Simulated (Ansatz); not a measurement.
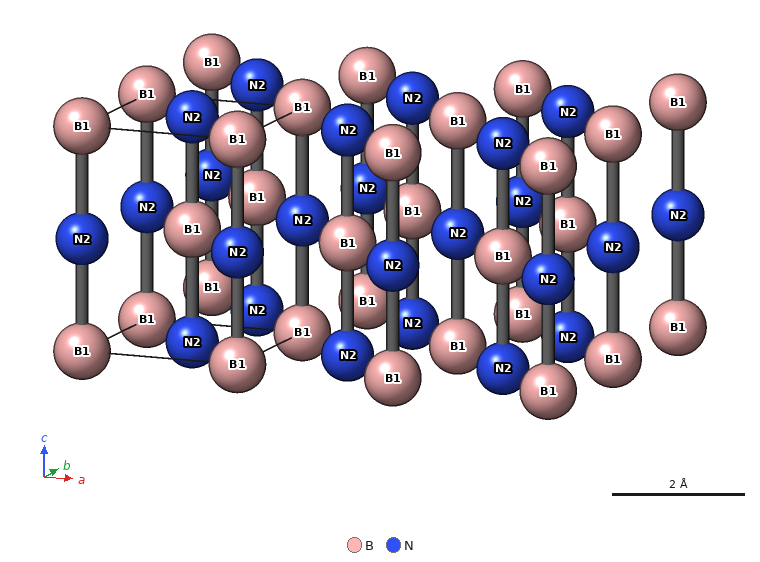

Figure 1. The structure as given in the input (ball-and-stick view of the cell 2 times as large as that of the calculation, set on its symmetry axes, repeated 3 × 2 × 1, seen slightly off an axis; atoms are numbered from 1 in the order of the input).

# Two runs on BN

System: BN (I4/mmm, 2 atoms in the cell).
Method of run 1: DFT, PBE, plane waves, PAW, no spin polarisation (Ansatz 0.2.0).

The structure was built on a prototype by a generator. The geometry comes from this level: r2SCAN (a point of a series of strains). Text and figures count atoms from 1; the logs count them from 0 in places.

### Input, run 1
```yaml
crystal:
  lattice:
    - [0.0, 1.8083265034, 1.745825935]
    - [1.8083265034, 0.0, 1.745825935]
    - [1.8083265034, 1.8083265034, 0.0]
  atoms:
    - { symbol: B, position: [0.0, 0.0, 0.0] }
    - { symbol: "N", position: [0.5, 0.5, 0.5] }
kpoints:
  mp_grid: { grid: [12, 12, 12] }
  band_path:
    path:
      - [0.0, 0.0, 0.0]
      - [0.5, 0.0, 0.5]
      - [0.625, 0.25, 0.625]
      - [0.375, 0.375, 0.75]
      - [0.5, 0.5, 0.5]
      - [0.5, 0.25, 0.75]
      - [0.0, 0.1666666667, -0.1666666667]
    npoints: 1
hamiltonian:
  xc: pbe
scf:
  occupations: { method: fermi_dirac, width: 0.02 }
  n_extra_bands: 4
output:
  forces: true
  stress: true
  eigenvalues: true
```

Command:
```bash
ansatz run input.yaml --threads 4 --pin off --max-ram 3686MiB --backend cpu --events-out ev --progress --plain --runs-dir out
```

Hardware: 4 threads of an Arm (aarch64) CPU, shared host.

### Output, shortened to warnings, some set-up lines, iterations and results (run 1)
```
Basis set: ecut = 420 eV, 225 PW (Γ), exchange–correlation on 36×36×36 points (8 copies of the dense FFT grid, shifted against one another)
Symmetry: 16 space group operations
k-points: 163 of 1728
Initial density: superposition of atomic densities (neutral atoms: chi_scale 0, normalization atom), corrected by the library's trained network
[...]
SCF iter   1: F=—  HF=-538.725950 eV  |F-HF|=—  |Δ(HF+E_count)|=         —  Δρ=1.10e-2  dr2=1.16e-2  ethr=1.77e-3  ⟨swp⟩=4.7  Hψ=8379  notcnv=0
SCF iter   2: F=—  HF=-538.723655 eV  |F-HF|=—  |Δ(HF+E_count)|=   2.29e-3  Δρ=4.14e-3  dr2=1.67e-3  ethr=1.45e-4  ⟨swp⟩=2.0  Hψ=3057  notcnv=0
SCF iter   3: F=—  HF=-538.723396 eV  |F-HF|=—  |Δ(HF+E_count)|=   2.59e-4  Δρ=4.39e-4  dr2=1.04e-5  ethr=2.09e-5  ⟨swp⟩=2.8  Hψ=2359  notcnv=0
SCF iter   4: F=—  HF=-538.723403 eV  |F-HF|=—  |Δ(HF+E_count)|=   7.03e-6  Δρ=5.09e-5  dr2=2.23e-7  ethr=1.30e-7  ⟨swp⟩=2.5  Hψ=1966  notcnv=0
SCF iter   5: F=-538.723403 eV  HF=-538.723403 eV  |F-HF|=1.04e-9  |Δ(HF+E_count)|=   4.56e-8  Δρ=6.77e-6  dr2=3.36e-9  ethr=2.79e-9  ⟨swp⟩=1.3  Hψ=1375  notcnv=0
SCF iter   6: F=-538.723403 eV  HF=-538.723403 eV  |F-HF|=1.14e-12  |Δ(HF+E_count)|=  1.64e-10  Δρ=3.08e-7  dr2=5.57e-12  ethr=4.20e-11  ⟨swp⟩=1.7  Hψ=3903  notcnv=0
SCF 1 converged in 6 iterations: F = -538.723403 eV  dr2 = 5.57e-12
NSCF: frozen V_eff on 7 k-points
SCF converged after 6 iterations
Free energy (F): -538.723403 eV
Harris-Foulkes:  -538.723403 eV  (|F-HF|=1.14e-12)
Internal energy: -538.723400 eV  (E = F + TS)
E sigma→0 (E₀):  -538.723401 eV
Entropy (-TS):   -0.000003 eV (-0.002 meV/atom)
Fermi energy:    13.513951 eV
--- Per-component energies (eV) ---
  E_band       = 39.985150
  E_kinetic    = 179.331319
  E_local      = -133.984749  (includes V_loc(G=0)·N_el)
  E_nonlocal   = 55.627102
  E_hartree    = 37.464968
  E_xc         = -91.991117
  E_vxc        = -114.490162  (∫ρ·V_xc dr)
  E_paw        = -205.478690  (= ΣΔE_a)
  E_vpaw       = -21.428390  (= ΣTr[D̂ρ^β])
  E_aug_tail   = 0.000096  (compensation charges beyond the density's cutoff)
  E_ewald      = -379.692329
  E_smearing   = -0.000003  (= −TS)
  E_closure    = 0.000000  (closes the sum)
  Σ components = -538.723403   (vs F -538.723403, Δ=0.00e0)
--- Forces (eV/Å), atoms counted from 1 ---
  atom   1  B     -0.00000000    -0.00000000    -0.00000000
  atom   2  N      0.00000000     0.00000000     0.00000000
  max |Σ_I F_I| component: 5.92e-30 eV/Å
--- Stress (GPa, compression-positive) ---
      -20.995835       0.000000       0.000000
        0.000000     -20.995835       0.000000
        0.000000       0.000000     -17.127891
  P = ⅓ Tr σ = -19.7065 GPa (-197.065 kbar)
```

For run 2 the input was changed thus:
```diff
-  xc: pbe
+  xc: r2scan
-  occupations: { method: fermi_dirac, width: 0.02 }
+  occupations: { method: fixed }
```

How does run 2 compare with run 1?

The total energies belong to different methods, so their difference says nothing on which is more stable or more accurate. The gap on the mesh goes from 0.21 to 0.31 eV. The pressure goes from −19.71 to −23.71 GPa. The functional changes from PBE to r2SCAN. The SCF takes 7 iterations against 6. The default cutoff goes from 420 to 500 eV with the change. The plane waves at Γ go from 225 to 283.

### Output, shortened to warnings, some set-up lines, iterations and results (run 2)
```
Basis set: ecut = 500 eV, 283 PW (Γ), exchange–correlation on 80×80×80 points (64 copies of the dense FFT grid, shifted against one another)
Symmetry: 16 space group operations
k-points: 163 of 1728
Initial density: superposition of atomic densities (neutral atoms: chi_scale 0, normalization atom), corrected by the library's trained network
[...]
SCF iter   1: F=—  HF=-540.087324 eV  |F-HF|=—  |Δ(HF+E_count)|=         —  Δρ=2.31e-2  dr2=5.73e-2  dr2_τ=2.05e-1  ethr=1.77e-3  ⟨swp⟩=4.0  Hψ=7605  notcnv=0  defer=308
SCF iter   2: F=—  HF=-540.186847 eV  |F-HF|=—  |Δ(HF+E_count)|=   9.95e-2  Δρ=8.49e-3  dr2=2.68e-3  dr2_τ=1.95e-3  ethr=7.17e-4  ⟨swp⟩=2.3  Hψ=3546  notcnv=0  defer=315
SCF iter   3: F=—  HF=-540.187123 eV  |F-HF|=—  |Δ(HF+E_count)|=   2.75e-4  Δρ=3.80e-3  dr2=6.82e-4  dr2_τ=5.84e-5  ethr=3.35e-5  ⟨swp⟩=2.8  Hψ=2111  notcnv=0  defer=325
SCF iter   4: F=—  HF=-540.187146 eV  |F-HF|=—  |Δ(HF+E_count)|=   2.38e-5  Δρ=1.39e-3  dr2=7.39e-5  dr2_τ=7.25e-6  ethr=8.53e-6  ⟨swp⟩=2.0  Hψ=1638  notcnv=0  defer=325
SCF iter   5: F=—  HF=-540.187143 eV  |F-HF|=—  |Δ(HF+E_count)|=   3.55e-6  Δρ=3.45e-4  dr2=4.99e-6  dr2_τ=4.70e-7  ethr=9.24e-7  ⟨swp⟩=1.2  Hψ=1358  notcnv=0  defer=69
SCF iter   6: F=—  HF=-540.187142 eV  |F-HF|=—  |Δ(HF+E_count)|=   5.34e-7  Δρ=4.88e-5  dr2=1.44e-7  dr2_τ=1.02e-8  ethr=6.24e-8  ⟨swp⟩=2.1  Hψ=1955  notcnv=0  defer=211
SCF iter   7: F=-540.187142 eV  HF=-540.187142 eV  |F-HF|=1.47e-10  |Δ(HF+E_count)|=   1.74e-8  Δρ=5.95e-6  dr2=1.73e-9  dr2_τ=7.40e-11  ethr=1.25e-9  ⟨swp⟩=6.0  Hψ=6811  …
SCF 1 converged in 7 iterations: F = -540.187142 eV  dr2 = 1.73e-9
NSCF: frozen V_eff on 7 k-points
SCF converged after 7 iterations
Free energy (F): -540.187142 eV
Harris-Foulkes:  -540.187142 eV  (|F-HF|=1.47e-10)
Internal energy: -540.187142 eV  (E = F + TS)
E sigma→0 (E₀):  -540.187142 eV
Fermi energy:    13.300143 eV
--- Per-component energies (eV) ---
  E_band       = 36.020126
  E_kinetic    = 179.557464
  E_local      = -133.870203  (includes V_loc(G=0)·N_el)
  E_nonlocal   = 54.762584
  E_hartree    = 38.149765
  E_xc         = -90.617548
  E_vxc        = -125.842472  (∫ρ·V_xc dr)
  E_paw        = -208.428892  (= ΣΔE_a)
  E_vpaw       = -21.986615  (= ΣTr[D̂ρ^β])
  E_aug_tail   = 0.000022  (compensation charges beyond the density's cutoff)
  E_vtau       = 7.100056  (kinetic-family band-sum trace: ∫τ·v_τ [+ j·A + Jᵃ·Aᵃ] dr)
  E_ewald      = -379.692329
  E_core_change = -0.048007  (= ΣΔE_core)
  E_smearing   = -0.000000  (= −TS)
  E_closure    = 0.000000  (closes the sum)
  Σ components = -540.187142   (vs F -540.187142, Δ=0.00e0)
--- Forces (eV/Å), atoms counted from 1 ---
  atom   1  B     -0.00000000    -0.00000000    -0.00000000
  atom   2  N      0.00000000     0.00000000     0.00000000
  max |Σ_I F_I| component: 5.92e-30 eV/Å
--- Stress (GPa, compression-positive) ---
      -24.728463       0.000000       0.000000
        0.000000     -24.728463       0.000000
        0.000000      -0.000000     -21.685283
  P = ⅓ Tr σ = -23.7141 GPa (-237.141 kbar)
```

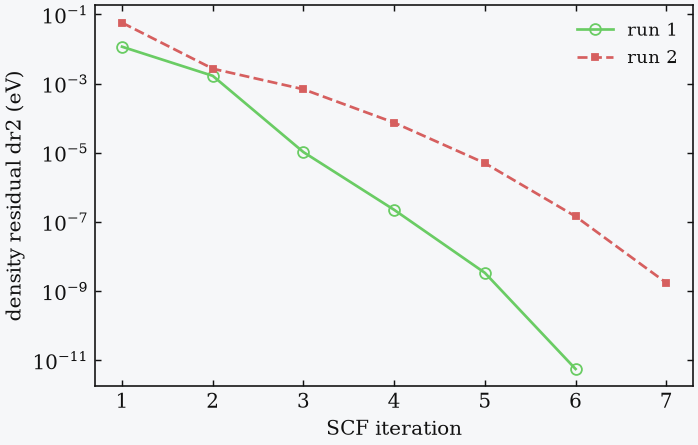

Figure 2. Convergence of the two runs: density residual dr2 against the SCF iteration. Run 1 takes 6 iterations in all, and run 2 takes 7.

### The two runs side by side

```csv
quantity,run 1,run 2
outcome,converged,converged
free energy per atom (eV),−269.3617,−270.0936
gap on the mesh (eV),0.21,0.31
pressure (GPa),−19.71,−23.71
largest force (eV/Å),0.000,0.000
SCF iterations,6,7
irreducible k-points,163,163
plane waves at Γ,225,283
wall time (shared host),0.62 s,1.1 s
```

For run 1: The cell is under a tension of 19.7 GPa at this level, so it is not at its equilibrium volume. For run 2: The cell is under a tension of 24 GPa at this level, so it is not at its equilibrium volume.
